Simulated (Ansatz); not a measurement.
Input file:

```
crystal:
  lattice:
    - [5.6145890043, 0.0, 0.0]
    - [-2.8072945021, 4.8623767095, 0.0]
    - [0.0, 0.0, 25.876439088]
  atoms:
    - { symbol: Pt, position: [0.3333333333, 0.1666666667, 0.3284841462] }
    - { symbol: Pt, position: [0.3333333333, 0.6666666667, 0.3284841462] }
    - { symbol: Pt, position: [0.8333333333, 0.1666666667, 0.3284841462] }
    - { symbol: Pt, position: [0.8333333333, 0.6666666667, 0.3284841462] }
    - { symbol: Pt, position: [0.6666666667, 0.3333333333, 0.4170645863] }
    - { symbol: Pt, position: [0.6666666667, 0.8333333333, 0.4170645863] }
    - { symbol: Pt, position: [0.1666666667, 0.3333333333, 0.4170645863] }
    - { symbol: Pt, position: [0.1666666667, 0.8333333333, 0.4170645863] }
    - { symbol: Pt, position: [0.0, 0.5, 0.5045507055] }
    - { symbol: Pt, position: [0.0, 0.0, 0.5045507055] }
    - { symbol: Pt, position: [0.5, 0.5, 0.5045507055] }
    - { symbol: Pt, position: [0.5, 0.0, 0.5045507055] }
    - { symbol: Pt, position: [0.3333333333, 0.6666666667, 0.5934219993] }
    - { symbol: Pt, position: [0.3333333333, 0.1666666667, 0.5934219993] }
    - { symbol: Pt, position: [0.8333333333, 0.6666666667, 0.5934219993] }
    - { symbol: Pt, position: [0.8333333333, 0.1666666667, 0.5934219993] }
    - { symbol: H, position: [0.3333333333, 0.6666666667, 0.6583459247] }
basis:
  ecutwfc: 420
kpoints:
  mp_grid: { grid: [6, 6, 1] }
hamiltonian:
  xc: pbe
scf:
  occupations: { method: gaussian, width: 0.1 }
output:
  forces: true
  eigenvalues: true
  write_density: true
  write_potential: true
  elf: true
  volumetric_format: npy
relax:
  adjacent_minimum: "off"
  f_tol: 0.03
  max_steps: 70
  constraints: [{ sites: [0, 1, 2, 3, 4, 5, 6, 7] }]
efield:
  axis: 3
  dipole_correction: true
```

Command:

```sh
ansatz run input.yaml --threads 4 --pin off --max-ram 10240MiB --backend cpu --events-out ev --progress --plain --runs-dir out
```

The fields are those of the relaxed geometry.

Computed without spin polarisation.

The calculation used DFT PBE, scalar-relativistic, plane waves, PAW (Ansatz 0.2.0).

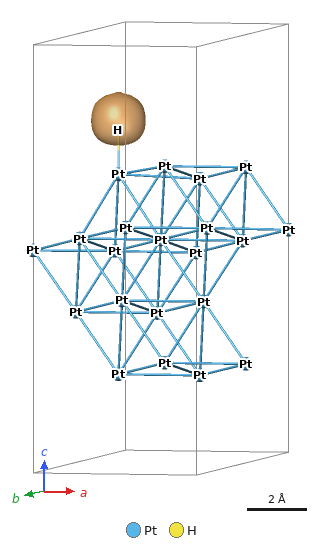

HPt₁₆ (slab). Isosurface of the ELF at 0.55 (orange), seen at an oblique angle. Core shells and regions of very low density are left out. Sticks mark near contacts.

In a PAW calculation such maps are meaningful between the atoms, not at the nuclei.

Q: Identify the bonds, lone pairs and shells in this picture.

A: At this value the surface marks out one region around a hydrogen nucleus, counted in one cell of 17 atoms. Counts are for one cell; the picture repeats the cell along the surface. Along the contacts the grid gives the following. Pt–H (1.55 Å): the ELF climbs to about 1 towards the hydrogen. Pt–Pt (2.78 Å): the ELF is about 0.30 at the midpoint (no shared electron pair shows on this line).
